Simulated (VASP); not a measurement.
## Geometry relaxation of CO$_{2}$ (part 1 of 2)

CO$_{2}$ (Fm-3m, 3 atoms in the cell), computed with Kohn-Sham DFT of a periodic cell, PBE, VASP PAW PBE potentials, recommended, no spin polarisation (VASP 6.6.1).

The structure was built on a prototype by a generator; it need not be a known phase.

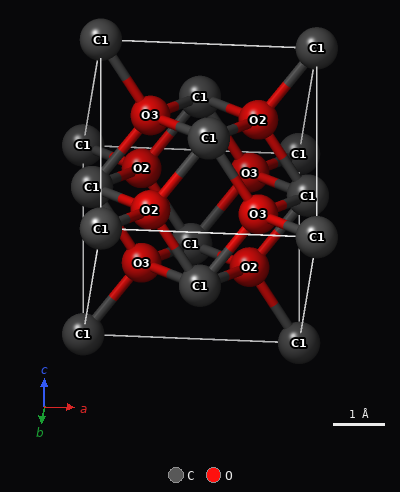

The starting structure (ball-and-stick view of the cell 4 times as large as that of the calculation, set on its symmetry axes, seen at an oblique angle; atoms are numbered from 1 in the order of the input). Near neighbours in the crystal (not all of them lie inside the picture): C has 8 O at 1.85 Å; O has 4 C at 1.85 Å.

### Results in brief

| quantity | value |
| --- | --- |
| outcome | converged |
| space group (tolerance 0.01 Å) | Fm-3m (225) |
| electrons treated | 16 |
| free energy | −12.2622 eV |
| Fermi energy | 4.622 eV |
| gap on the k-point mesh | none (metallic) |
| pressure | 0.03 GPa |
| final volume | 22.80 Å³ |
| largest force (length of the vector) at the end | under 0.001 eV/Å |
| final cell | a = 3.183 Å, b = 3.183 Å, c = 3.183 Å, α = 60.00°, β = 60.00°, γ = 60.00° |
| hardware | 1 thread of Intel Xeon @ 2.50GHz (Skylake/Cascade Lake), 64 GiB of memory available, shared host |
| wall time | 16 s |
| peak memory | 0.13 GiB |

### Remarks

The volume changed by more than 5 % on the plane waves of the start, so the result carries a basis error; a second relaxation from the end is advised.

### INCAR
```
SYSTEM = CO2
ALGO     = Fast           ! electronic algorithm
EDIFF    = 1E-6           ! SCF threshold, eV
EDIFFG   = -0.01          ! ionic threshold
ENCUT    = 600            ! plane-wave cutoff, eV
GGA      = PE             ! functional
IBRION   = 2              ! ionic algorithm
ISIF     = 3              ! what is computed and relaxed
ISMEAR   = -1             ! smearing method
LASPH    = .TRUE.         ! aspherical terms in the spheres
LCHARG   = .FALSE.        ! write CHGCAR
LREAL    = .FALSE.        ! projectors in reciprocal space
LWAVE    = .FALSE.        ! write WAVECAR
NELM     = 80             ! most SCF steps
NSW      = 60             ! ionic steps
PREC     = Accurate       ! precision mode
SIGMA    = 0.1            ! smearing width, eV
```

### KPOINTS
```
k-points
0
G
  7 7 7
  0 0 0
```

### POSCAR
```
CO2
1.0
    0.0000000000      2.1318670000      2.1318670000
    2.1318670000      0.0000000000      2.1318670000
    2.1318670000      2.1318670000      0.0000000000
C O
1 2
Direct
    0.0000000000      0.0000000000      0.0000000000
    0.2500000000      0.2500000000      0.2500000000
    0.7500000000      0.7500000000      0.7500000000
```

Command:
```bash
cat potpaw_PBE.64/C/POTCAR potpaw_PBE.64/O/POTCAR > POTCAR
mpirun -np 1 vasp_std > vasp.out
```

### OSZICAR
```
N       E                     dE             d eps       ncg     rms          rms(c)
DAV:   1     0.678403497694E+02    0.67840E+02   -0.10742E+04   480   0.154E+03
DAV:   2    -0.100746709212E+02   -0.77915E+02   -0.69280E+02   632   0.266E+02
DAV:   3    -0.132964768968E+02   -0.32218E+01   -0.29899E+01   540   0.536E+01
DAV:   4    -0.133184421593E+02   -0.21965E-01   -0.21953E-01   496   0.471E+00
DAV:   5    -0.133185789246E+02   -0.13677E-03   -0.13676E-03   496   0.339E-01    0.905E+00
RMM:   6    -0.123585903876E+02    0.95999E+00   -0.37719E+00   480   0.159E+01    0.494E+00
RMM:   7    -0.119047804347E+02    0.45381E+00   -0.38936E-01   480   0.536E+00    0.106E+00
RMM:   8    -0.119127331575E+02   -0.79527E-02   -0.29637E-02   480   0.177E+00    0.503E-01
RMM:   9    -0.119099431841E+02    0.27900E-02   -0.34807E-03   480   0.617E-01    0.608E-02
RMM:  10    -0.119100457743E+02   -0.10259E-03   -0.24582E-04   480   0.165E-01    0.464E-02
RMM:  11    -0.119100415992E+02    0.41751E-05   -0.18035E-04   481   0.119E-01    0.220E-02
RMM:  12    -0.119100339547E+02    0.76446E-05   -0.18062E-05   480   0.386E-02    0.545E-03
RMM:  13    -0.119100337443E+02    0.21036E-06   -0.27161E-06   333   0.148E-02
   1 F= -.11910034E+02 E0= -.11886041E+02  d E =-.119100E+02
       N       E                     dE             d eps       ncg     rms          rms(c)
DAV:   1    -0.154712689647E+02   -0.35612E+01   -0.79374E+01   480   0.907E+01    0.147E+01
RMM:   2    -0.137213587535E+02    0.17499E+01   -0.88347E+00   480   0.256E+01    0.855E+00
RMM:   3    -0.123864506615E+02    0.13349E+01   -0.10020E+00   480   0.853E+00    0.292E+00
RMM:   4    -0.122293546135E+02    0.15710E+00   -0.51179E-01   480   0.627E+00    0.421E-01
RMM:   5    -0.122307245801E+02   -0.13700E-02   -0.52562E-02   480   0.233E+00    0.163E-01
RMM:   6    -0.122302805141E+02    0.44407E-03   -0.37795E-03   480   0.669E-01    0.658E-02
RMM:   7    -0.122303044679E+02   -0.23954E-04   -0.12975E-03   480   0.405E-01    0.578E-02
RMM:   8    -0.122302663327E+02    0.38135E-04   -0.42764E-04   484   0.173E-01    0.103E-02
RMM:   9    -0.122302711123E+02   -0.47796E-05   -0.48658E-05   483   0.720E-02    0.131E-02
RMM:  10    -0.122302674821E+02    0.36302E-05   -0.14614E-05   480   0.403E-02    0.264E-03
RMM:  11    -0.122302673771E+02    0.10494E-06   -0.97653E-07   311   0.963E-03
   2 F= -.12230267E+02 E0= -.12188016E+02  d E =-.320234E+00
       N       E                     dE             d eps       ncg     rms          rms(c)
DAV:   1    -0.124825042436E+02   -0.25224E+00   -0.56921E+00   480   0.256E+01    0.378E+00
RMM:   2    -0.123406537106E+02    0.14185E+00   -0.59986E-01   480   0.688E+00    0.179E+00
RMM:   3    -0.122725168073E+02    0.68137E-01   -0.53603E-02   480   0.206E+00    0.777E-01
RMM:   4    -0.122620472804E+02    0.10470E-01   -0.43586E-02   480   0.186E+00    0.116E-01
RMM:   5    -0.122621340645E+02   -0.86784E-04   -0.31569E-03   480   0.598E-01    0.451E-02
RMM:   6    -0.122621258361E+02    0.82283E-05   -0.34841E-04   482   0.195E-01    0.219E-02
RMM:   7    -0.122621310884E+02   -0.52523E-05   -0.82256E-05   481   0.104E-01    0.124E-02
RMM:   8    -0.122621307374E+02    0.35103E-06   -0.24674E-05   482   0.415E-02    0.347E-03
RMM:   9    -0.122621312228E+02   -0.48540E-06   -0.28362E-06   327   0.162E-02
   3 F= -.12262131E+02 E0= -.12225468E+02  d E =-.352097E+00
       N       E                     dE             d eps       ncg     rms          rms(c)
DAV:   1    -0.122628427818E+02   -0.71204E-03   -0.17671E-02   488   0.142E+00    0.214E-01
RMM:   2    -0.122624135967E+02    0.42919E-03   -0.19073E-03   480   0.387E-01    0.105E-01
RMM:   3    -0.122621825059E+02    0.23109E-03   -0.17867E-04   480   0.117E-01    0.428E-02
RMM:   4    -0.122621508123E+02    0.31694E-04   -0.12574E-04   480   0.997E-02    0.714E-03
RMM:   5    -0.122621508015E+02    0.10756E-07   -0.10383E-05   476   0.338E-02    0.268E-03
RMM:   6    -0.122621506844E+02    0.11717E-06   -0.97838E-07   286   0.105E-02
   4 F= -.12262151E+02 E0= -.12225187E+02  d E =-.352117E+00
       N       E                     dE             d eps       ncg     rms          rms(c)
DAV:   1    -0.122623254586E+02   -0.17466E-03   -0.40020E-03   484   0.674E-01    0.101E-01
RMM:   2    -0.122622301391E+02    0.95320E-04   -0.42569E-04   480   0.183E-01    0.495E-02
RMM:   3    -0.122621774473E+02    0.52692E-04   -0.39567E-05   480   0.553E-02    0.203E-02
RMM:   4    -0.122621696991E+02    0.77483E-05   -0.28482E-05   480   0.475E-02    0.333E-03
RMM:   5    -0.122621698149E+02   -0.11583E-06   -0.23227E-06   311   0.160E-02
   5 F= -.12262170E+02 E0= -.12225349E+02  d E =-.191305E-04
```

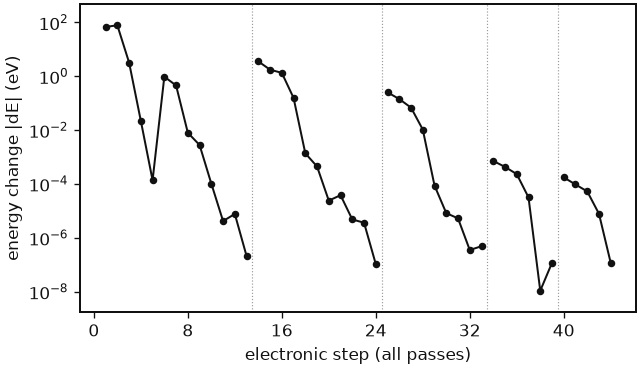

Convergence of the self-consistent field: energy change |dE| against the electronic step. Each stretch between dotted lines is the SCF of one geometry step of a relaxation. The 5 ionic steps take 5 to 13 electronic steps each. The density is held fixed in the first few steps, and dE rises again when its update begins.

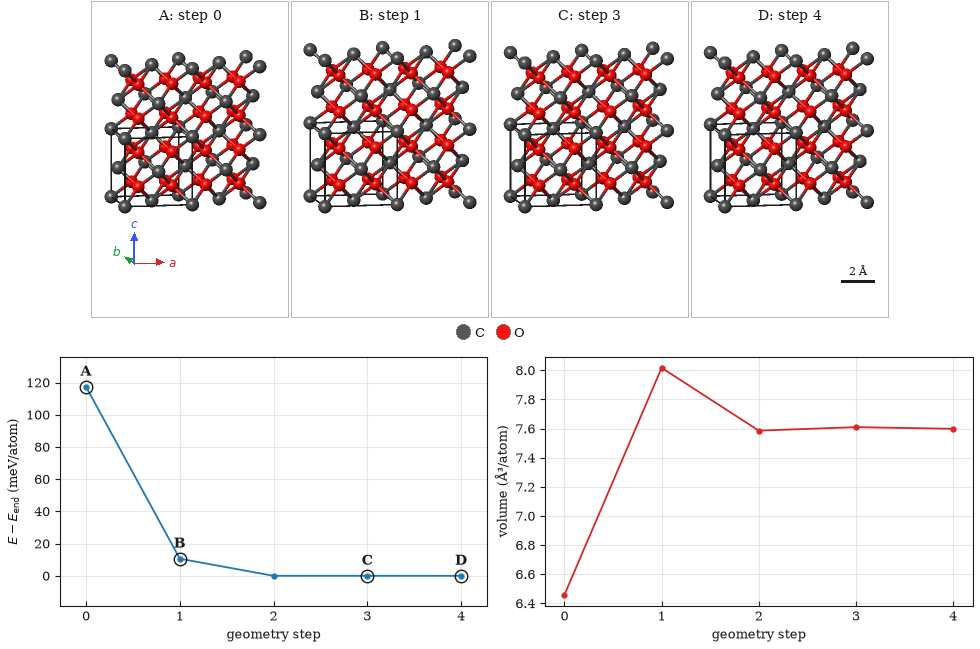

Frames of the relaxation (ball-and-stick view of the cell 4 times as large as that of the calculation, set on its symmetry axes, repeated 2 × 1 × 2, seen slightly off an axis) above the curves, on which the letters mark them (steps are counted from 0).

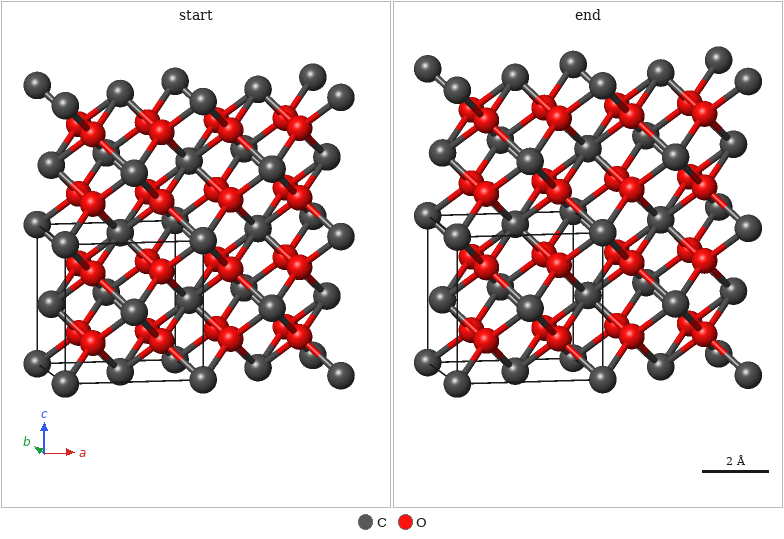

Before (left) and after (right) the relaxation, at one scale (ball-and-stick view of the cell 4 times as large as that of the calculation, set on its symmetry axes, repeated 2 × 1 × 2, seen slightly off an axis). No atom moves by more than 0.005 Å relative to the cell. The volume changes by +17.6 %, with a = b = c 4.264 → 4.501 Å (+5.6 %). Among the contacts that change: C1–O2 1.846 → 1.949 Å. The space group stays Fm-3m (No. 225). The energy falls by 117 meV per atom in 4 geometry steps. All forces vanish by symmetry, so only the cell relaxes. (Atoms are counted from 1 in the order of the input.)

### Parts of OUTCAR
```
SYSTEM = CO2
   EDIFF = 1E-6
   EDIFFG = -0.01
   ENCUT = 600
   GGA = PE
   IBRION = 2
   ISIF = 3
   ISMEAR = -1
   LASPH = .TRUE.
   LREAL = .FALSE.
   NELM = 80
   NSW = 60
   PREC = Accurate

 ion  position               nearest neighbor table
   1  0.000  0.000  0.000-   2 1.85   3 1.85   3 1.85   3 1.85   3 1.85   2 1.85   2 1.85   2 1.85

   2  0.250  0.250  0.250-   1 1.85   1 1.85   1 1.85   1 1.85
   3  0.750  0.750  0.750-   1 1.85   1 1.85   1 1.85   1 1.85

  LATTYP: Found a face centered cubic cell.
 ALAT       =     4.2637340000

  Lattice vectors:

 A1 = (   0.0000000000,   2.1318670000,   2.1318670000)
 A2 = (   2.1318670000,   0.0000000000,   2.1318670000)
 A3 = (   2.1318670000,   2.1318670000,   0.0000000000)

Analysis of symmetry for initial positions (statically):
=====================================================================
 Subroutine PRICEL returns:
 Original cell was already a primitive cell.

 Routine SETGRP: Setting up the symmetry group for a
 face centered cubic supercell.

 Subroutine GETGRP returns: Found 48 space group operations
 (whereof 48 operations were pure point group operations)
 out of a pool of 48 trial point group operations.

The static configuration has the point symmetry O_h .

Analysis of symmetry for dynamics (positions and initial velocities):
=====================================================================
 Subroutine PRICEL returns:
 Original cell was already a primitive cell.

 Routine SETGRP: Setting up the symmetry group for a
 face centered cubic supercell.

 Subroutine GETGRP returns: Found 48 space group operations
 (whereof 48 operations were pure point group operations)
 out of a pool of 48 trial point group operations.

The dynamic configuration has the point symmetry O_h .

 Subroutine INISYM returns: Found 48 space group operations
 (whereof 48 operations are pure point group operations),
 and found     1 'primitive' translations

----------------------------------------------------------------------------------------

                                     Primitive cell

  volume of cell :      19.3781

  direct lattice vectors                    reciprocal lattice vectors
     0.000000000  2.131867000  2.131867000    -0.234536207  0.234536207  0.234536207
     2.131867000  0.000000000  2.131867000     0.234536207 -0.234536207  0.234536207
     2.131867000  2.131867000  0.000000000     0.234536207  0.234536207 -0.234536207

  length of vectors
     3.014915225  3.014915225  3.014915225     0.406228627  0.406228627  0.406228627

  position of ions in fractional coordinates (direct lattice)
     0.000000000  0.000000000  0.000000000
     0.250000000  0.250000000  0.250000000
     0.750000000  0.750000000  0.750000000

  ion indices of the primitive-cell ions
   primitive index   ion index
                 1           1
                 2           2
                 3           3

----------------------------------------------------------------------------------------

 KPOINTS: k-points

Automatic generation of k-mesh.
 Grid dimensions read from file:
 generate k-points for:    7    7    7

 Generating k-lattice:

  Cartesian coordinates                     Fractional coordinates (reciprocal lattice)
    -0.033505172  0.033505172  0.033505172     0.142857143  0.000000000  0.000000000
     0.033505172 -0.033505172  0.033505172     0.000000000  0.142857143  0.000000000
     0.033505172  0.033505172 -0.033505172     0.000000000  0.000000000  0.142857143

  Length of vectors
     0.058032661  0.058032661  0.058032661

  Shift w.r.t. Gamma in fractional coordinates (k-lattice)
     0.000000000  0.000000000  0.000000000

 Subroutine IBZKPT returns following result:
 ===========================================

 Found     20 irreducible k-points:

 Following reciprocal coordinates:
            Coordinates               Weight
  0.000000  0.000000  0.000000      1.000000
  0.142857  0.000000  0.000000      8.000000
  0.285714  0.000000  0.000000      8.000000
  0.428571  0.000000  0.000000      8.000000
  0.142857  0.142857  0.000000      6.000000
  0.285714  0.142857  0.000000     24.000000
  0.428571  0.142857  0.000000     24.000000
 -0.428571  0.142857  0.000000     24.000000
 -0.285714  0.142857  0.000000     24.000000
 -0.142857  0.142857  0.000000     12.000000
  0.285714  0.285714  0.000000      6.000000
  0.428571  0.285714  0.000000     24.000000
 -0.428571  0.285714  0.000000     24.000000
 -0.285714  0.285714  0.000000     12.000000
  0.428571  0.428571  0.000000      6.000000
 -0.428571  0.428571  0.000000     12.000000
  0.428571  0.285714  0.142857     24.000000
 -0.428571  0.285714  0.142857     48.000000
 -0.428571  0.428571  0.142857     24.000000
 -0.285714  0.428571  0.142857     24.000000
   k-points           NKPTS =     20   k-points in BZ     NKDIM =     20   number of bands    NBANDS=     12
   number of dos      NEDOS =    301   number of ions     NIONS =      3
   total plane-waves  NPLWV =  13824
   dimension x,y,z NGX =    24 NGY =   24 NGZ =   24
   dimension x,y,z NGXF=    48 NGYF=   48 NGZF=   48
   ions per type =               1   2
   NGX,Y,Z   is equivalent  to a cutoff of  13.23, 13.23, 13.23 a.u.
   NGXF,Y,Z  is equivalent  to a cutoff of  26.47, 26.47, 26.47 a.u.
 SYSTEM =  CO2
   PREC   = accura    normal or accurate (medium, high low for compatibility)
   ISTART =      0    job   : 0-new  1-cont  2-samecut
   ICHARG =      2    charge: 1-file 2-atom 10-const
   ISPIN  =      1    spin polarized calculation?
   LNONCOLLINEAR =      F non collinear calculations
   LSORBIT =      F    spin-orbit coupling
   LASPH  =      T    aspherical Exc in radial PAW
   ENCUT  =  600.0 eV  44.10 Ry    6.64 a.u.   6.02  6.02  6.02*2*pi/ulx,y,z
   NELM   =     80;   NELMIN=  2; NELMDL= -5     # of ELM steps
   EDIFF  = 0.1E-05   stopping-criterion for ELM
   LREAL  =      F    real-space projection
   EDIFFG = -.1E-01   stopping-criterion for IOM
   NSW    =     60    number of steps for IOM
   IBRION =      2    ionic relax: 0-MD 1-quasi-New 2-CG
   NFREE  =      1    steps in history (QN), initial steepest desc. (CG)
   ISIF   =      3    stress and relaxation
   ISYM   =      2    0-nonsym 1-usesym 2-fastsym
   POTIM  = 0.5000    time-step for ionic-motion
   TEBEG  =    0.0;   TEEND  =   0.0 temperature during run
   PSTRESS=    0.0 pullay stress
   NELECT =      16.0000    total number of electrons
   NUPDOWN=      -1.0000    fix difference up-down
   EMIN   =  10.00;   EMAX   =-10.00  energy-range for DOS
   EFERMI =   0.00;   METHOD = LEGACY
   ISMEAR =    -1;   SIGMA  =   0.10  broadening in eV -4-tet -1-fermi 0-gaus
   EFERMI_NEDOS =   21; number of points for ismear=-14 and -15
   IALGO  =     68    algorithm
   IMIX   =      4    mixing-type and parameters
     AMIX     =   0.40;   BMIX     =  1.00
     AMIX_MAG =   1.60;   BMIX_MAG =  1.00
  volume/ion in A,a.u.               =       6.46        43.59
  Fermi-wavevector in a.u.,A,eV,Ry     =   1.535836  2.902308 32.093298  2.358791
  Thomas-Fermi vector in A             =   2.642569
   LORBIT       =      0    0 simple, 1 ext, 2 COOP (PROOUT), +10 PAW based schemes
   GGA     = PE    functional components
   LHFCALC =     F    Hartree Fock is set to
   AEXX    =    0.0000 exact exchange contribution
   IVDW    =     0    specifies the selected vdW correction
   LEPSILON=     F    determine dielectric tensor
   LRPA    =     F    only Hartree local field effects (RPA)
 conjugate gradient relaxation of ions
 non-spin polarized calculation
 RMM-DIIS sequential band-by-band and
  energy-cutoff  :      600.00
  volume of cell :       19.38
 maximum number of plane-waves:       658
   NGX = 13   NGY = 13   NGZ = 13
```
